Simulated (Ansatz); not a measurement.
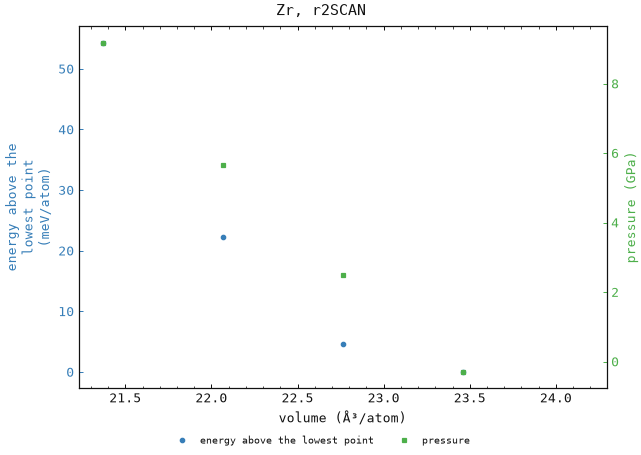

The picture above shows the energy above the lowest point and pressure against volume for Zr, space group Fm-3m (No. 225) (one of a set of cubic test structures, which need not be the stable phase).

Computed with Ansatz 0.2.0 development build: equation of state of a cubic crystal from periodic Kohn-Sham density functional theory without spin, third-order Birch-Murnaghan fit to the free energies; pressure corrected for the finite basis. Level: r2SCAN.

structure type fcc; atoms in cell 1; space group number 225; lattice centring face-centred primitive; k mesh 13×13×13; occupation method Fermi–Dirac; occupation width 0.1 eV; wave cutoff 700 eV; datasets hard PAW; density tolerance 1e−09 eV; bands 10; density cutoff ratio 4; search for lower states default; xc grid level 2.

The point at volume 24.16 Å³/atom is left out of the plot. What does the calculation give there?

```
volume (Å³/atom)  energy above the lowest point (meV/atom)  pressure (GPa)
           24.16                                       6.8            -2.8
```

Limits of the calculation: cubic model structure, not the ambient form; pseudopotentials made with PBE, not this functional.
